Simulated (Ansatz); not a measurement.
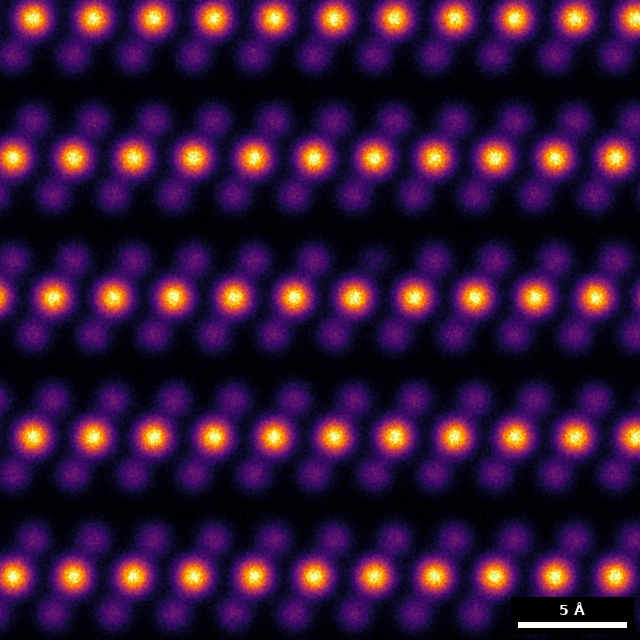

Dark-field STEM-like image of WSe2 (R-3m, No. 166) along [100]. The image is simulated as a sum over atoms of Z^1.7, blurred by a 1.26 Å probe (no channelling). Shot noise was added.

The sample is 2 repeats (6.5 Å) thick. One point defect was put into the perfect crystal, without relaxing the atoms around it. Brightness is counted from the darkest point of the image. Host structure: coordinates from a relaxation with DFT PBEsol, scalar-relativistic, plane waves, PAW (Ansatz); the starting structure was generated, so it need not be a known form of this composition.

> Where is the defect (in Å from the left and the top edge), and what does its contrast suggest?

At about 17 Å from the left and 12 Å from the top. The column is dimmer, which points to a vacancy or a lighter atom. The column holds 2 atoms (Se) through the sample, and one Se atom is missing, so its peak drops to about 50 % of that of its equals.
